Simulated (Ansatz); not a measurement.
**A series of single points on C**

System: C (1 atom in the cell).
Method: DFT, BLYP, plane waves (420 eV) with PAW, scalar-relativistic, no spin polarisation (Ansatz 0.2.0).

The 5 runs differ only in the geometry, by an even scaling of the cell at fixed fractional positions.

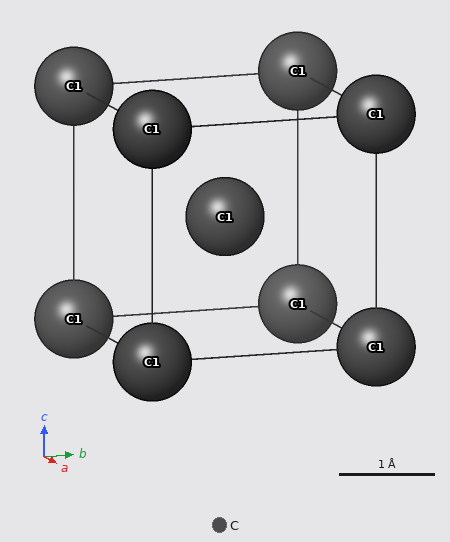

Figure 1. The structure of run 3 (ball-and-stick view of the cell 2 times as large as that of the calculation, set on its symmetry axes, seen slightly off an axis; atoms are numbered from 1 in the order of the input).

## Input of run 3
```yaml
crystal:
  lattice:
    - [-1.2483346475, 1.2483346475, 1.2483346475]
    - [1.2483346475, -1.2483346475, 1.2483346475]
    - [1.2483346475, 1.2483346475, -1.2483346475]
  atoms:
    - { symbol: C, position: [0.0, 0.0, 0.0] }
hamiltonian:
  xc: blyp
  pseudopotentials:
    kind: paw
    azcp:
      C: "pseudopotentials/C.paw.azcp"
basis:
  ecutwfc: 420
  fft_grid_basis: typed
kpoints:
  mp_grid: { grid: [20, 20, 20], shift: [0, 0, 0] }
magnetization:
  spin_polarized: false
scf:
  occupations: { method: fermi_dirac, width: 0.1 }
  lower_state_search: "off"
output:
  stress: true
```

Run 2 differs from it as follows:
```diff
-    - [-1.2483346475, 1.2483346475, 1.2483346475]
-    - [1.2483346475, -1.2483346475, 1.2483346475]
-    - [1.2483346475, 1.2483346475, -1.2483346475]
+    - [-1.232120674, 1.232120674, 1.232120674]
+    - [1.232120674, -1.232120674, 1.232120674]
+    - [1.232120674, 1.232120674, -1.232120674]
```

## Results, with one run withheld

```tsv
run	volume per atom (Å³)	free energy per atom, from the lowest run given (meV)	pressure (GPa)
1	7.183	0.42	5.79
2	7.482	?	?
3	7.781	0.00	−4.72
4	8.081	12.39	−8.42
5	8.380	31.08	−11.51
```

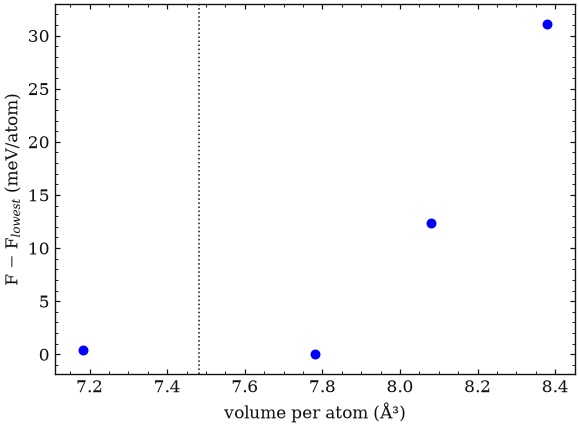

Figure 2. Free energy per atom of the runs given; the dotted line marks run 2.

Fit the runs given and predict run 2.

A quadratic polynomial in V^(−2/3) (the Birch–Murnaghan form), fitted to the 4 runs given, misses them by at most 0.01 meV per atom. With x = V^(−2/3) − 0.25350 Å⁻², it reads F = 1.6992 − 1559.2 x + 97554 x² (meV per atom). At run 2 it gives −4.53 meV per atom, and the run itself gives −4.71. The slope of the fit gives a pressure −dF/dV of −0.06 GPa there, and the run prints −0.10 GPa. The fit has its minimum at 7.478 Å³ per atom, where V d²F/dV² gives 127 GPa: the bulk modulus at this level, since symmetry fixes the shape and the positions.

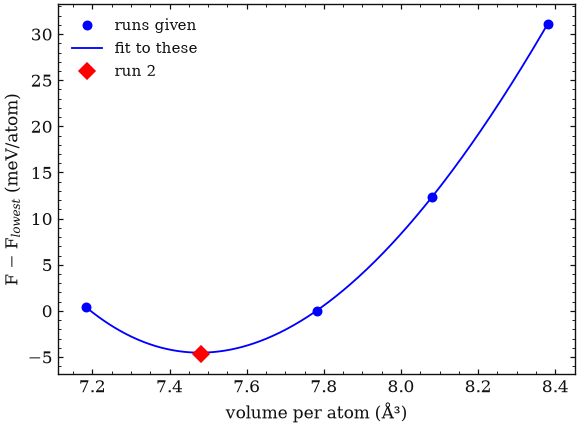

Figure 3. The fit and the withheld run.

## Output, shortened to warnings, some set-up lines, iterations and results (run 2)
```
Basis set: ecut = 420 eV, 141 PW (Γ), exchange–correlation on 30×30×30 points (8 copies of the dense FFT grid, shifted against one another)
Symmetry: 48 space group operations
k-points: 256 of 8000
Initial density: superposition of atomic densities (neutral atoms: chi_scale 0, normalization atom), corrected by the library's trained network
[...]
SCF iter   1: F=—  HF=-247.190585 eV  |F-HF|=—  |Δ(HF+E_count)|=         —  Δρ=1.89e-2  dr2=1.77e-2  ethr=1.77e-3  ⟨swp⟩=5.0  Hψ=11776  notcnv=0
SCF iter   2: F=—  HF=-247.184130 eV  |F-HF|=—  |Δ(HF+E_count)|=   6.46e-3  Δρ=5.91e-3  dr2=1.75e-3  ethr=4.43e-4  ⟨swp⟩=1.8  Hψ=4013  notcnv=0
SCF iter   3: F=—  HF=-247.183495 eV  |F-HF|=—  |Δ(HF+E_count)|=   6.35e-4  Δρ=4.91e-4  dr2=9.43e-6  ethr=4.38e-5  ⟨swp⟩=2.1  Hψ=2004  notcnv=0
SCF iter   4: F=—  HF=-247.183503 eV  |F-HF|=—  |Δ(HF+E_count)|=   8.55e-6  Δρ=1.74e-4  dr2=1.46e-6  ethr=2.36e-7  ⟨swp⟩=2.0  Hψ=2029  notcnv=0
SCF iter   5: F=-247.183503 eV  HF=-247.183503 eV  |F-HF|=3.35e-8  |Δ(HF+E_count)|=   6.01e-7  Δρ=3.54e-5  dr2=6.06e-8  ethr=3.64e-8  ⟨swp⟩=2.0  Hψ=1983  notcnv=0
SCF iter   6: F=-247.183503 eV  HF=-247.183503 eV  |F-HF|=2.32e-10  |Δ(HF+E_count)|=   2.53e-8  Δρ=2.97e-6  dr2=4.23e-10  ethr=1.52e-9  ⟨swp⟩=2.0  Hψ=4700  notcnv=0
SCF 1 converged in 6 iterations: F = -247.183503 eV  dr2 = 4.23e-10
SCF converged after 6 iterations
Free energy (F): -247.183503 eV
Harris-Foulkes:  -247.183503 eV  (|F-HF|=2.32e-10)
Internal energy: -247.171757 eV  (E = F + TS)
E sigma→0 (E₀):  -247.177630 eV
Entropy (-TS):   -0.011746 eV (-11.746 meV/atom)
Fermi energy:    10.004109 eV
--- Per-component energies (eV) ---
  E_band       = 13.404118
  E_kinetic    = 78.084741
  E_local      = -46.861050  (includes V_loc(G=0)·N_el)
  E_nonlocal   = 29.443118
  E_hartree    = 6.275688
  E_xc         = -44.917478
  E_vxc        = -55.274073  (∫ρ·V_xc dr)
  E_paw        = -99.073305  (= ΣΔE_a)
  E_vpaw       = -4.540086  (= ΣTr[D̂ρ^β])
  E_aug_tail   = 0.000002  (compensation charges beyond the density's cutoff)
  E_ewald      = -170.125127
  E_core_change = 0.001654  (= ΣΔE_core)
  E_smearing   = -0.011746  (= −TS)
  E_closure    = 0.000000  (closes the sum)
  Σ components = -247.183503   (vs F -247.183503, Δ=0.00e0)
--- Stress (GPa, compression-positive) ---
       -0.102424       0.000000       0.000000
        0.000000      -0.102424       0.000000
        0.000000       0.000000      -0.102424
  P = ⅓ Tr σ = -0.1024 GPa (-1.024 kbar)
```
